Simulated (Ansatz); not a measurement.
Geometry relaxation, with input and output: Fe₃Co (part 1 of 2)

- system: Fe₃Co (P4/mmm, 4 atoms in the cell)
- method: DFT r2SCAN, scalar-relativistic, plane waves, PAW, spin-polarised (Ansatz 0.2.0)

The structure derives from a Materials Project entry. Figures and captions count atoms from 1; the log counts them from 0 in places.

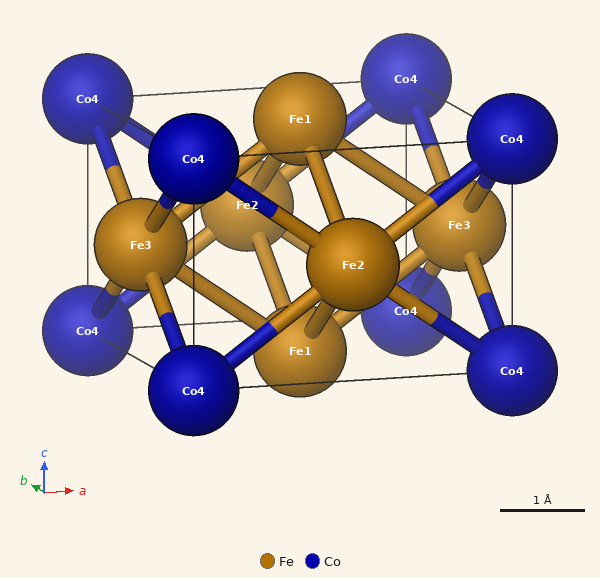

The input geometry (ball-and-stick view of the cell of the calculation, seen slightly off an axis; atoms are numbered from 1 in the order of the input). An atom can appear more than once, as a periodic image. Near neighbours in the periodic cell (some may lie outside the picture): Fe has 8 Fe at 2.46 Å; Fe has 4 Co at 2.46 Å and 4 Fe at 2.46 Å; Co has 8 Fe at 2.46 Å.

## Key numbers

| quantity | value |
| --- | --- |
| outcome | converged |
| space group (tolerance 0.01 Å) | P4/mmm (123) |
| electrons treated | 65 |
| free energy | −18589.7400 eV |
| Fermi energy | 18.195 eV |
| gap on the k-point mesh | none (metallic) |
| net moment of the cell | 9.79 μB |
| integrated absolute moment | 11.05 μB |
| pressure | 0.00 GPa |
| final volume | 45.87 Å³ |
| largest force (length of the vector) at the end | under 0.001 eV/Å |
| final cell | a = 4.022 Å, b = 4.022 Å, c = 2.836 Å, α = 90.00°, β = 90.00°, γ = 90.00° |
| hardware | 1 thread of Intel Xeon @ 2.50GHz (Skylake/Cascade Lake), 189 GiB of memory available, shared host |
| wall time | 17 min |
| peak memory | 1 GiB |

## Notes

The electronic state found may not be the lowest one.

## Input
```yaml
crystal:
  lattice:
    - [4.023579445, 0.0, 0.0]
    - [0.0, 4.023579445, 0.0]
    - [0.0, 0.0, 2.82770517]
  atoms:
    - { symbol: Fe, position: [0.5, 0.5, 0.0], spin: 3.03 }
    - { symbol: Fe, position: [0.5, 0.0, 0.5], spin: 3.2 }
    - { symbol: Fe, position: [0.0, 0.5, 0.5], spin: 3.2 }
    - { symbol: Co, position: [0.0, 0.0, 0.0], spin: 2.15 }
basis:
  ecutwfc: 500
kpoints:
  mp_grid: { grid: [10, 10, 14] }
hamiltonian:
  xc: r2scan
scf:
  occupations: { method: gaussian, width: 0.1 }
output:
  forces: true
  stress: true
  eigenvalues: true
  populations: true
  write_density: true
  write_potential: true
  elf: true
  volumetric_format: npy
magnetization:
  spin_polarized: true
relax:
  adjacent_minimum: "off"
  f_tol: 0.005
  max_steps: 80
  cell: { stress_tol: 0.05 }
```

Launched with:
```bash
ansatz run input.yaml --threads 1 --pin off --max-ram 2560MiB --backend cpu --events-out ev --progress --plain --runs-dir out
```

## Log
```
Engine: ansatz 0.2.0, x86_64-unknown-linux-gnu
Pseudopotentials: kind: paw
Pseudopotential: Fe, paw, valence charge 16, recommended cutoff 500 eV (meta_gga), Fe.paw.azcp
Pseudopotential: Co, paw, valence charge 17, recommended cutoff 500 eV (meta_gga), Co.paw.azcp
Functional definition: r2SCAN
  parameter k0 = 0.174
  parameter k1 = 0.065
  parameter a1 = 4.9479
  exchange = r2scan_x(k0 = k0, k1 = k1, a1 = a1)
  correlation = r2scan_c
Crystal: 4 atoms, lattice volume = 45.778 Å³
Basis set: ecut = 500 eV, 1163 PW (Γ), exchange–correlation on 120×120×96 points (64 copies of the dense FFT grid, shifted against one another)
Bands: 46, of which v1, the nominal top of the filled ones, is band 33 counted from 1 (32 counted from 0)
Symmetry: 16 space group operations
Space group: P4/mmm (ITA 123), of the structure as read, at distance tolerance 3.6e-5 Å
Magnetic group: BNS 123.339 (UNI 999), of the structure as read, at distance tolerance 3.6e-5 Å
k-points: 168 of 1400
Non-local potential: Fe, projectors of the file, l = 0: 3, l = 1: 2, l = 2: 3, l = 3: 1
Non-local potential: Co, projectors of the file, l = 0: 3, l = 1: 2, l = 2: 3, l = 3: 1
PAW form: soft (Blöchl's): semilocal exchange-correlation on the pseudo side does not see the compensation charge
PAW frozen core: Fe, regenerated for the run's functional (the file was generated under x = pbe(κ = 0.804, μ = 0.2195149727645171), c = pbe(β = 0.06672455060314922))
PAW frozen core: Co, regenerated for the run's functional (the file was generated under x = pbe(κ = 0.804, μ = 0.2195149727645171), c = pbe(β = 0.06672455060314922))
PAW one-centre angular grid: Fe, 590 points (default); XC on 160 Gauss nodes
PAW one-centre angular grid: Co, 590 points (default); XC on 160 Gauss nodes
Initial density: superposition of atomic densities (chi_scale 0.1, normalization cell)
Starting moments: Σ|m| = 11.58 μB on 4 of 4 sites
Initial wavefunctions: pseudopotential atomic-orbital guess
Functional: x = r2scan, c = r2scan; τ floored in thin density (d = 2e-4 eV/Å³)
SCF iter   1: F=—  HF=-18588.023379 eV  |F-HF|=—  |Δ(HF+E_count)|=         —  Δρ=8.31e-2 (↑3.20e-2 ↓8.31e-2)  dr2=3.54e0  dr2_τ=2.62e-2  dr2_m=4.25e-1  M=10.487 μB ∫|m|=10.864 μB  β_m=1.00  ethr=3.10e-3  ⟨swp⟩=5.6  Hψ=51893  notcnv=0  defer=41
Mixer restart at iter 1: flushing history
preconditioner: auto → Kerker (q_TF=auto, 2.892 Å⁻¹)  [metal: Δε(μ)=0.015 eV  Ē_g=9.439 eV  σ=0.100 eV  W_gap=0.09  n_scr=18 (ndim 8)  ℏωp=31.5 eV  f_vac=0.000  D(μ)=2.76/eV (n_scr^D=30)]
spin=Collinear: Kerker preconditioning applied to the charge; magnetization (m = ρ↑ − ρ↓) channel mixes plain (no charge-response kernel on spin).
SCF iter   2: F=—  HF=-18587.770252 eV  |F-HF|=—  |Δ(HF+E_count)|=   2.53e-1  Δρ=2.98e-2 (↑1.04e-2 ↓2.98e-2)  dr2=4.61e-1  dr2_τ=1.94e-2  dr2_m=6.04e-2  M=10.217 μB ∫|m|=11.104 μB  β_m=1.00  ethr=3.10e-3  ⟨swp⟩=2.5  Hψ=27167  notcnv=0  defer=1261  κ⁻¹=1.0e0(r=1)
SCF iter   3: F=—  HF=-18588.580641 eV  |F-HF|=—  |Δ(HF+E_count)|=   8.10e-1  Δρ=1.05e-2 (↑8.60e-3 ↓1.05e-2)  dr2=5.46e-2  dr2_τ=1.94e-3  dr2_m=1.81e-3  M=10.042 μB ∫|m|=11.198 μB  β_m=1.00  ethr=7.09e-4  ⟨swp⟩=2.1  Hψ=23374  notcnv=0  defer=1263  κ⁻¹=3.9e-2(r=2)
SCF iter   4: F=—  HF=-18589.117620 eV  |F-HF|=—  |Δ(HF+E_count)|=         —  Δρ=9.80e-3 (↑6.37e-3 ↓9.80e-3)  dr2=3.80e-2  dr2_τ=9.85e-4  dr2_m=3.22e-3  M=9.953 μB ∫|m|=11.126 μB  β_m=1.00  ethr=8.40e-5  ⟨swp⟩=2.6  Hψ=27743  notcnv=0  defer=1256
Mixer restart at iter 4: flushing history
SCF iter   5: F=—  HF=-18589.379670 eV  |F-HF|=—  |Δ(HF+E_count)|=   2.62e-1  Δρ=7.94e-3 (↑5.81e-3 ↓7.94e-3)  dr2=3.33e-2  dr2_τ=7.80e-4  dr2_m=9.10e-4  M=9.912 μB ∫|m|=11.105 μB  β_m=1.00  ethr=5.84e-5  ⟨swp⟩=2.0  Hψ=26164  notcnv=0  defer=1246  κ⁻¹=1.0e0(r=1)
SCF iter   6: F=—  HF=-18589.580418 eV  |F-HF|=—  |Δ(HF+E_count)|=   2.01e-1  Δρ=6.44e-3 (↑4.94e-3 ↓6.44e-3)  dr2=2.87e-2  dr2_τ=5.29e-4  dr2_m=4.09e-4  M=9.865 μB ∫|m|=11.084 μB  β_m=1.00  ethr=5.12e-5  ⟨swp⟩=2.0  Hψ=24240  notcnv=0  defer=1250  κ⁻¹=5.5e-2(r=2)
SCF iter   7: F=—  HF=-18589.731210 eV  |F-HF|=—  |Δ(HF+E_count)|=   1.51e-1  Δρ=2.32e-3 (↑2.04e-3 ↓2.32e-3)  dr2=5.35e-3  dr2_τ=9.32e-5  dr2_m=5.12e-5  M=9.801 μB ∫|m|=11.052 μB  β_m=1.00  ethr=4.42e-5  ⟨swp⟩=2.1  Hψ=29927  notcnv=0  defer=1253  κ⁻¹=1.3e-2(r=3)
SCF iter   8: F=—  HF=-18589.731679 eV  |F-HF|=—  |Δ(HF+E_count)|=   4.68e-4  Δρ=1.29e-3 (↑1.09e-3 ↓1.29e-3)  dr2=9.92e-4  dr2_τ=2.15e-5  dr2_m=4.51e-5  M=9.800 μB ∫|m|=11.045 μB  β_m=1.00  ethr=8.22e-6  ⟨swp⟩=2.2  Hψ=21989  notcnv=0  defer=1247  κ⁻¹=8.5e-3(r=4)
SCF iter   9: F=—  HF=-18589.738864 eV  |F-HF|=—  |Δ(HF+E_count)|=   7.19e-3  Δρ=7.12e-4 (↑5.25e-4 ↓7.12e-4)  dr2=3.76e-4  dr2_τ=4.05e-6  dr2_m=8.79e-6  M=9.788 μB ∫|m|=11.035 μB  β_m=1.00  ethr=1.53e-6  ⟨swp⟩=2.0  Hψ=25594  notcnv=0  defer=1247  κ⁻¹=3.5e-3(r=5)
SCF iter  10: F=—  HF=-18589.739663 eV  |F-HF|=—  |Δ(HF+E_count)|=   7.99e-4  Δρ=3.84e-4 (↑2.53e-4 ↓3.84e-4)  dr2=2.08e-4  dr2_τ=6.42e-7  dr2_m=5.52e-6  M=9.784 μB ∫|m|=11.033 μB  β_m=1.00  ethr=5.78e-7  ⟨swp⟩=2.0  Hψ=26378  notcnv=0  defer=1247  κ⁻¹=1.0e-3(r=6)
SCF iter  11: F=—  HF=-18589.739632 eV  |F-HF|=—  |Δ(HF+E_count)|=   3.09e-5  Δρ=2.38e-4 (↑2.21e-4 ↓2.38e-4)  dr2=6.24e-5  dr2_τ=7.61e-7  dr2_m=9.25e-7  M=9.784 μB ∫|m|=11.033 μB  β_m=1.00  ethr=3.20e-7  ⟨swp⟩=2.1  Hψ=18618  notcnv=0  defer=1247  κ⁻¹=9.0e-4(r=7)
SCF iter  12: F=—  HF=-18589.739692 eV  |F-HF|=—  |Δ(HF+E_count)|=   6.06e-5  Δρ=1.81e-4 (↑1.10e-4 ↓1.81e-4)  dr2=1.56e-5  dr2_τ=5.55e-7  dr2_m=1.18e-6  M=9.782 μB ∫|m|=11.032 μB  β_m=1.00  ethr=9.60e-8  ⟨swp⟩=2.0  Hψ=26479  notcnv=0  defer=1247  κ⁻¹=1.3e-4(r=8)
SCF iter  13: F=—  HF=-18589.739717 eV  |F-HF|=—  |Δ(HF+E_count)|=   2.52e-5  Δρ=1.48e-4 (↑7.12e-5 ↓1.48e-4)  dr2=1.29e-5  dr2_τ=1.34e-7  dr2_m=7.44e-7  M=9.782 μB ∫|m|=11.032 μB  β_m=1.00  ethr=2.40e-8  ⟨swp⟩=2.0  Hψ=26446  notcnv=0  defer=1244  κ⁻¹=3.6e-5(r=8)
SCF iter  14: F=—  HF=-18589.739722 eV  |F-HF|=—  |Δ(HF+E_count)|=   4.35e-6  Δρ=7.14e-5 (↑4.16e-5 ↓7.14e-5)  dr2=4.00e-6  dr2_τ=3.56e-8  dr2_m=1.54e-7  M=9.782 μB ∫|m|=11.031 μB  β_m=1.00  ethr=1.98e-8  ⟨swp⟩=1.8  Hψ=20340  notcnv=0  defer=1244  κ⁻¹=1.2e-5(r=8)
SCF iter  15: F=—  HF=-18589.739723 eV  |F-HF|=—  |Δ(HF+E_count)|=   7.85e-7  Δρ=1.69e-5 (↑1.57e-5 ↓1.69e-5)  dr2=1.52e-7  dr2_τ=3.77e-9  dr2_m=5.03e-9  M=9.783 μB ∫|m|=11.032 μB  β_m=1.00  ethr=6.15e-9  ⟨swp⟩=2.0  Hψ=21493  notcnv=0  defer=1244  κ⁻¹=2.4e-5(r=8)
SCF iter  16: F=—  HF=-18589.739723 eV  |F-HF|=—  |Δ(HF+E_count)|=   1.10e-8  Δρ=1.21e-5 (↑1.14e-5 ↓1.21e-5)  dr2=6.82e-8  dr2_τ=2.88e-9  dr2_m=6.71e-10  M=9.782 μB ∫|m|=11.032 μB  β_m=1.00  ethr=2.34e-10  ⟨swp⟩=2.0  Hψ=26533  notcnv=0  defer=1244  κ⁻¹=2.3e-5(r=8)
SCF iter  17: F=—  HF=-18589.739723 eV  |F-HF|=—  |Δ(HF+E_count)|=   2.43e-7  Δρ=6.60e-6 (↑6.24e-6 ↓6.60e-6)  dr2=2.06e-8  dr2_τ=7.02e-10  dr2_m=1.56e-9  M=9.782 μB ∫|m|=11.032 μB  β_m=1.00  ethr=1.05e-10  ⟨swp⟩=2.1  Hψ=26492  notcnv=0  defer=1244  κ⁻¹=2.0e-5(r=8)
SCF iter  18: F=-18589.739723 eV  HF=-18589.739723 eV  |F-HF|=2.33e-8  |Δ(HF+E_count)|=   1.62e-7  Δρ=2.68e-6 (↑2.19e-6 ↓2.68e-6)  dr2=3.57e-9  dr2_τ=7.76e-11  dr2_m=3.06e-10  M=9.783 μB ∫|m|=11.032 μB  ethr=3.17e-11  ⟨swp⟩=11.3  Hψ=110685  notcnv=0
SCF 1 converged in 18 iterations: F = -18589.739723 eV  dr2 = 3.57e-9
  greatest PAW one-centre occupation: 1.005 electrons in one spin orbital (limit 2), on the Fe atom at site 2 (counted from 0), in its partial waves of l = 1
relax step   1: F+E_penalty+E_count = -18589.73972304 eV  Δ(F+E_penalty+E_count) = +0.000e0 eV  max|allowed force component| = 5.660e-29 eV/Å  Δτ_max = 0.0000 Å  P = +0.372 GPa  Ω = 45.778 Å³  (18 SCF iters, dr2 threshold 1.00e-7 eV, accepted)
Crystal: 4 atoms, lattice volume = 45.831 Å³
Initial density: handed on by an earlier stage of this run
Starting moments: Σ|m| = 11.58 μB on 4 of 4 sites; this step starts from the density that it was given
Initial wavefunctions: those handed on with the density
iter 1 solved again at ethr=8.78e-8 eV; its pass at ethr=3.10e-3 eV (dr2=5.71e-5 eV) is discarded
SCF iter   1: F=—  HF=-18589.739608 eV  |F-HF|=—  |Δ(HF+E_count)|=         —  Δρ=3.78e-4 (↑3.78e-4 ↓2.18e-4)  dr2=6.35e-5  dr2_τ=8.72e-5  dr2_m=1.67e-5  M=9.786 μB ∫|m|=11.038 μB  β_m=1.00  ethr=8.78e-8  ⟨swp⟩=2.7  Hψ=66705  notcnv=0
preconditioner: auto → none  [metal: Δε(μ)=0.005 eV  Ē_g=9.647 eV  σ=0.100 eV  W_gap=0.03  n_scr=4 (ndim 8)  ℏωp=31.5 eV  f_vac=0.000  D(μ)=1.30/eV (n_scr^D=10)]
SCF iter   2: F=—  HF=-18589.739850 eV  |F-HF|=—  |Δ(HF+E_count)|=   2.42e-4  Δρ=1.10e-4 (↑1.10e-4 ↓8.25e-5)  dr2=2.58e-6  dr2_τ=3.14e-7  dr2_m=1.76e-6  M=9.786 μB ∫|m|=11.037 μB  β_m=1.00  ethr=8.78e-8  ⟨swp⟩=2.0  Hψ=26415  notcnv=0  κ⁻¹=1.0e0(r=1)
SCF iter   3: F=—  HF=-18589.739860 eV  |F-HF|=—  |Δ(HF+E_count)|=   9.46e-6  Δρ=5.16e-5 (↑4.52e-5 ↓5.16e-5)  dr2=9.77e-7  dr2_τ=3.14e-8  dr2_m=5.47e-8  M=9.786 μB ∫|m|=11.037 μB  β_m=1.00  ethr=3.97e-9  ⟨swp⟩=2.0  Hψ=26226  notcnv=0  κ⁻¹=9.2e-3(r=2)
SCF iter   4: F=—  HF=-18589.739866 eV  |F-HF|=—  |Δ(HF+E_count)|=   6.53e-6  Δρ=3.75e-5 (↑2.86e-5 ↓3.75e-5)  dr2=5.11e-7  dr2_τ=1.14e-8  dr2_m=2.45e-8  M=9.786 μB ∫|m|=11.037 μB  β_m=1.00  ethr=1.50e-9  ⟨swp⟩=2.0  Hψ=23280  notcnv=0  κ⁻¹=6.3e-4(r=3)
SCF iter   5: F=—  HF=-18589.739873 eV  |F-HF|=—  |Δ(HF+E_count)|=   6.59e-6  Δρ=2.17e-5 (↑1.50e-5 ↓2.17e-5)  dr2=2.69e-7  dr2_τ=2.46e-9  dr2_m=8.62e-9  M=9.787 μB ∫|m|=11.037 μB  β_m=1.00  ethr=7.86e-10  ⟨swp⟩=2.0  Hψ=26403  notcnv=0  κ⁻¹=1.5e-4(r=4)
SCF iter   6: F=—  HF=-18589.739876 eV  |F-HF|=—  |Δ(HF+E_count)|=   2.64e-6  Δρ=1.36e-5 (↑1.01e-5 ↓1.36e-5)  dr2=1.44e-7  dr2_τ=8.47e-10  dr2_m=3.81e-9  M=9.787 μB ∫|m|=11.038 μB  β_m=1.00  ethr=4.14e-10  ⟨swp⟩=2.0  Hψ=23705  notcnv=0  κ⁻¹=1.0e-4(r=5)
SCF iter   7: F=—  HF=-18589.739877 eV  |F-HF|=—  |Δ(HF+E_count)|=   1.71e-6  Δρ=3.77e-6 (↑3.27e-6 ↓3.77e-6)  dr2=1.39e-8  dr2_τ=1.65e-10  dr2_m=7.68e-10  M=9.787 μB ∫|m|=11.038 μB  β_m=1.00  ethr=2.21e-10  ⟨swp⟩=2.0  Hψ=26406  notcnv=0  κ⁻¹=3.3e-5(r=6)
SCF iter   8: F=-18589.739877 eV  HF=-18589.739878 eV  |F-HF|=1.76e-7  |Δ(HF+E_count)|=   3.19e-7  Δρ=1.46e-5 (↑6.66e-6 ↓1.46e-5)  dr2=2.02e-7  dr2_τ=6.97e-10  dr2_m=9.60e-9  M=9.787 μB ∫|m|=11.038 μB  ethr=2.14e-11  ⟨swp⟩=5.5  Hψ=88831  notcnv=0
SCF 2 converged in 8 iterations: F = -18589.739877 eV  dr2 = 2.02e-7
relax step   2: F+E_penalty+E_count = -18589.73987736 eV  Δ(F+E_penalty+E_count) = -1.543e-4 eV  max|allowed force component| = 4.654e-29 eV/Å  Δτ_max = 0.0000 Å  P = +0.147 GPa  Ω = 45.831 Å³  energy of the carried Pulay correction = -6.657e-5 eV  (8 SCF iters, dr2 threshold 4.00e-7 eV, accepted)
Crystal: 4 atoms, lattice volume = 45.866 Å³
iter 1 solved again at ethr=3.57e-8 eV; its pass at ethr=3.10e-3 eV (dr2=2.32e-5 eV) is discarded
SCF iter   1: F=—  HF=-18589.739777 eV  |F-HF|=—  |Δ(HF+E_count)|=         —  Δρ=2.42e-4 (↑2.42e-4 ↓1.29e-4)  dr2=2.54e-5  dr2_τ=2.99e-5  dr2_m=6.48e-6  M=9.789 μB ∫|m|=11.042 μB  β_m=1.00  ethr=3.57e-8  ⟨swp⟩=2.4  Hψ=64190  notcnv=0
preconditioner: auto → none  [metal: Δε(μ)=0.009 eV  Ē_g=9.642 eV  σ=0.100 eV  W_gap=0.05  n_scr=4 (ndim 8)  ℏωp=31.5 eV  f_vac=0.000  D(μ)=1.30/eV (n_scr^D=10)]
SCF iter   2: F=—  HF=-18589.739859 eV  |F-HF|=—  |Δ(HF+E_count)|=   8.22e-5  Δρ=6.83e-5 (↑6.83e-5 ↓4.86e-5)  dr2=9.13e-7  dr2_τ=1.24e-7  dr2_m=7.04e-7  M=9.789 μB ∫|m|=11.041 μB  β_m=1.00  ethr=3.57e-8  ⟨swp⟩=2.0  Hψ=26416  notcnv=0  κ⁻¹=1.0e0(r=1)
SCF iter   3: F=—  HF=-18589.739863 eV  |F-HF|=—  |Δ(HF+E_count)|=   3.95e-6  Δρ=2.93e-5 (↑2.63e-5 ↓2.93e-5)  dr2=3.24e-7  dr2_τ=1.10e-8  dr2_m=1.87e-8  M=9.789 μB ∫|m|=11.041 μB  β_m=1.00  ethr=1.41e-9  ⟨swp⟩=2.0  Hψ=26230  notcnv=0  κ⁻¹=9.4e-3(r=2)
SCF iter   4: F=—  HF=-18589.739865 eV  |F-HF|=—  |Δ(HF+E_count)|=   2.71e-6  Δρ=2.23e-5 (↑1.65e-5 ↓2.23e-5)  dr2=1.83e-7  dr2_τ=4.09e-9  dr2_m=9.56e-9  M=9.790 μB ∫|m|=11.041 μB  β_m=1.00  ethr=4.98e-10  ⟨swp⟩=2.0  Hψ=23365  notcnv=0  κ⁻¹=5.2e-4(r=3)
SCF iter   5: F=—  HF=-18589.739868 eV  |F-HF|=—  |Δ(HF+E_count)|=   2.82e-6  Δρ=1.36e-5 (↑9.24e-6 ↓1.36e-5)  dr2=1.06e-7  dr2_τ=9.65e-10  dr2_m=3.93e-9  M=9.790 μB ∫|m|=11.042 μB  β_m=1.00  ethr=2.82e-10  ⟨swp⟩=2.0  Hψ=26404  notcnv=0  κ⁻¹=9.2e-5(r=4)
SCF iter   6: F=—  HF=-18589.739870 eV  |F-HF|=—  |Δ(HF+E_count)|=   1.48e-6  Δρ=7.47e-6 (↑5.84e-6 ↓7.47e-6)  dr2=5.01e-8  dr2_τ=2.52e-10  dr2_m=1.02e-9  M=9.790 μB ∫|m|=11.042 μB  β_m=1.00  ethr=1.63e-10  ⟨swp⟩=2.0  Hψ=25611  notcnv=0  κ⁻¹=4.0e-5(r=5)
SCF iter   7: F=—  HF=-18589.739870 eV  |F-HF|=—  |Δ(HF+E_count)|=   7.43e-7  Δρ=1.48e-6 (↑1.48e-6 ↓1.38e-6)  dr2=1.41e-9  dr2_τ=4.15e-11  dr2_m=2.44e-10  M=9.790 μB ∫|m|=11.042 μB  β_m=1.00  ethr=7.72e-11  ⟨swp⟩=2.0  Hψ=26429  notcnv=0  κ⁻¹=1.3e-5(r=6)
SCF iter   8: F=-18589.739870 eV  HF=-18589.739870 eV  |F-HF|=8.13e-8  |Δ(HF+E_count)|=   6.06e-8  Δρ=1.01e-5 (↑3.96e-6 ↓1.01e-5)  dr2=9.21e-8  dr2_τ=3.44e-10  dr2_m=5.11e-9  M=9.790 μB ∫|m|=11.042 μB  ethr=2.17e-12  ⟨swp⟩=5.0  Hψ=82262  notcnv=0
SCF 3 converged in 8 iterations: F = -18589.739870 eV  dr2 = 9.21e-8
relax step   3: F+E_penalty+E_count = -18589.73987038 eV  Δ(F+E_penalty+E_count) = +6.984e-6 eV  max|allowed force component| = 7.573e-29 eV/Å  Δτ_max = 0.0000 Å  P = +0.002 GPa  Ω = 45.866 Å³  energy of the carried Pulay correction = -1.099e-4 eV  (8 SCF iters, dr2 threshold 1.77e-7 eV, accepted)
Initial wavefunctions: pseudopotential atomic-orbital guess (no wavefunctions were taken with the density)
iter 1 solved again at ethr=9.83e-9 eV; its pass at ethr=3.10e-3 eV (dr2=6.39e-6 eV) is discarded
```
